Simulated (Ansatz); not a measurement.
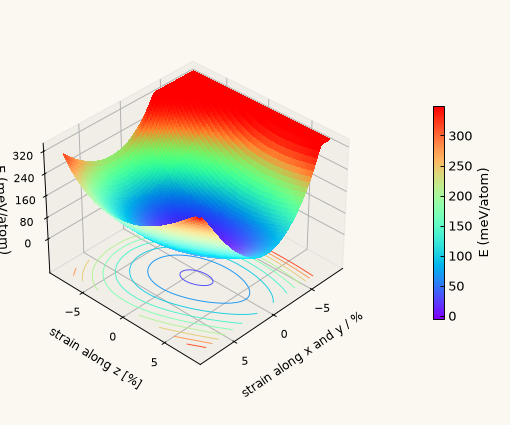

Energy landscape of HfN (Fm-3m, No. 225; 2 atoms in the cell). The cell is strained homogeneously, by one strain along x and y and another along z, with fractional coordinates fixed (x, y and z along the cube axes). First axis: strain along x and y. Second axis: strain along z. The scan uses a 5 × 5 grid. Points are written as (first, second). All energies are given in meV/atom relative to the lowest grid point. The reference cell is the one listed in the database, not relaxed at this level. These are results of DFT PBE, scalar-relativistic, plane waves, PAW (Ansatz 0.2.0), not measurements. Settings: cutoff 420 eV, k-mesh 18×18×18, gaussian smearing 0.15 eV, no spin polarisation.

Drawn: a relief with its contours projected below, any walls above the top of the colour scale cut off. Between grid points the surface is interpolated. 

Question: Where are the wells?

Answer: The lowest grid point is at (0 %, 0 %). No other kind of well shows on this grid. The highest grid point, (−8 %, −8 %), lies 859 meV/atom above the lowest. Round the minimum the valley is somewhat tilted: raising strain along x and y shifts the best value of strain along z downwards (coupling k₁₂/√(k₁₁k₂₂) about 0.3).
